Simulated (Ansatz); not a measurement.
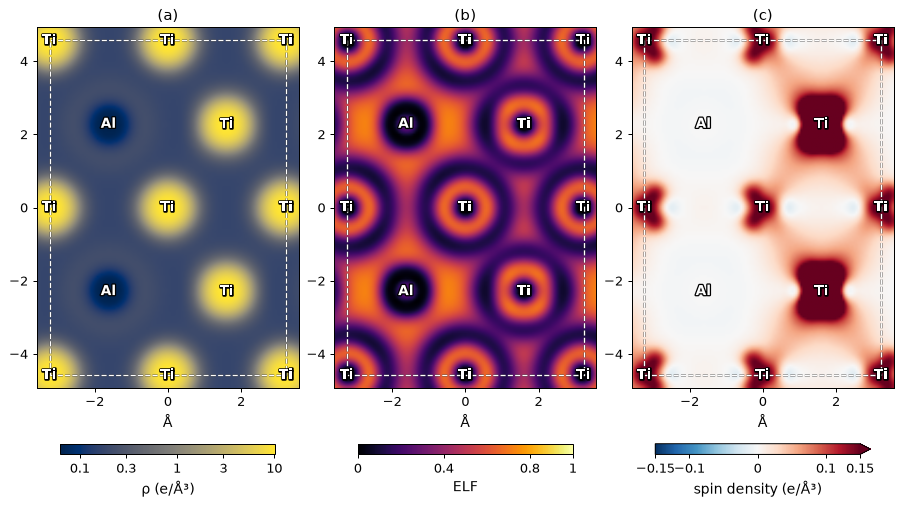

The picture shows: Ti3Al. (a) valence electron density; (b) electron localisation function; (c) spin density on the (011) plane of the conventional cell.

Space group Fm-3m; a structure from a database of computed crystals, not necessarily the ambient phase; computed pressure about −4 GPa in this cell; spin-polarised.

Computed with DFT PBEsol, scalar-relativistic, plane waves, PAW in Ansatz 0.2.0.

The density is the valence pseudo-density of a PAW calculation; it isn't the true density close to the nuclei.

```
Ti Al
1.0
     6.46356    0.00000    0.00000
     0.00000    6.46356    0.00000
     0.00000    0.00000    6.46356
Ti Al
12 4
Direct
  0.75000 0.25000 0.25000
  0.25000 0.75000 0.25000
  0.25000 0.25000 0.75000
  0.75000 0.75000 0.75000
  0.25000 0.25000 0.25000
  0.75000 0.75000 0.25000
  0.75000 0.25000 0.75000
  0.25000 0.75000 0.75000
  0.00000 0.00000 0.00000
  0.50000 0.50000 0.00000
  0.50000 0.00000 0.50000
  0.00000 0.50000 0.50000
  0.50000 0.00000 0.00000
  0.00000 0.50000 0.00000
  0.00000 0.00000 0.50000
  0.50000 0.50000 0.50000
```

Describe what can be read from this map.

Atoms in the plane: Ti and Al.
Ti–Ti (2.80 Å): the density is about 0.2 e/Å³ at the midpoint; the ELF is about 0.20 at the midpoint; no localised pair shows between them.
Ti–Al (2.80 Å): the density is about 0.2 e/Å³ at the midpoint; the ELF is about 0.30 at the midpoint.
Between the atoms the lowest density in this plane is 0.17 e/Å³.
The features right at Ti lie inside the PAW spheres, where the map follows smoothed inner orbitals and isn't to be read closely.
The spin density sits on Ti: +0.9 μB (×4) in one cell of 16 atoms: parallel main moments, as they must be, since the calculation's own cell holds one magnetic site. The cell of the calculation (4 atoms) carries 1.8 μB of net spin moment.

Does the calculation make it a metal, or give it a gap?

It is metallic or semimetallic at this level of theory: no gap opens.
